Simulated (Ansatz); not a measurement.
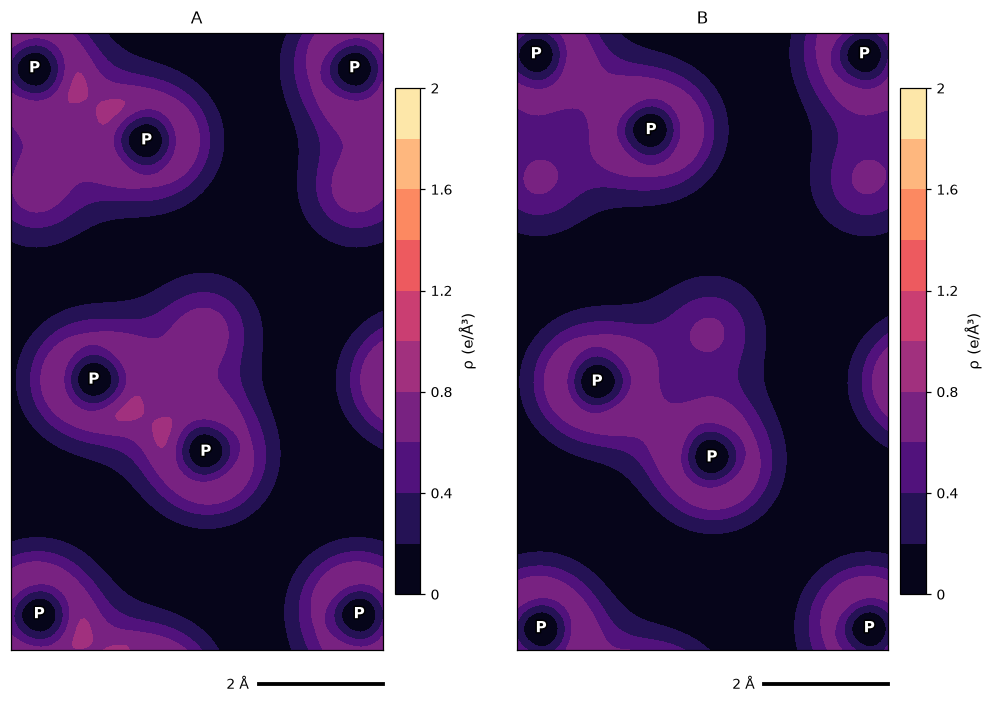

P. The valence electron density of two cells that differ in size and shape, on the (11̄0) plane of each (indices in the axes of the calculation cell), at one length scale and on one colour scale; one has 22.1 and the other 25.0 Å³ an atom.

Space group C2/m; a structure from a database of computed crystals, not necessarily the ambient phase.

Level of theory: DFT PBEsol, scalar-relativistic, plane waves, PAW in Ansatz 0.2.0.

The density is the valence pseudo-density of a PAW calculation; it isn't the true density close to the nuclei.

The larger cell:

```cif
data_structure
_symmetry_space_group_name_H-M 'P 1'
_symmetry_Int_Tables_number 1
_cell_length_a 6.1744
_cell_length_b 6.1744
_cell_length_c 5.2944
_cell_angle_alpha 90.368
_cell_angle_beta 90.368
_cell_angle_gamma 82.858
_cell_volume 200.27
loop_
_atom_site_label
_atom_site_type_symbol
_atom_site_fract_x
_atom_site_fract_y
_atom_site_fract_z
_atom_site_occupancy
P1 P 0.85127 0.85127 0.23756 1
P2 P 0.14873 0.14873 0.76244 1
P3 P 0.71918 0.71918 0.58554 1
P4 P 0.28082 0.28082 0.41446 1
P5 P 0.50160 0.77839 0.24938 1
P6 P 0.22161 0.49840 0.75062 1
P7 P 0.49840 0.22161 0.75062 1
P8 P 0.77839 0.50160 0.24938 1
```

The smaller cell: a = 5.873 Å, b = 5.873 Å, c = 5.162 Å, α = 90.36°, β = 90.36°, γ = 82.86°.

### Which panel shows the smaller cell, and what does the compression change?

Panel A is the smaller cell, by 12 % in volume. From the larger cell to the smaller, P–P goes from 2.22 to 2.15 Å, and the density at its midpoint from 0.7 to 0.78 e/Å³; the pressure goes from −2.8 to 6 GPa; the Kohn–Sham gap goes from 2.1 eV to 2.0 eV.
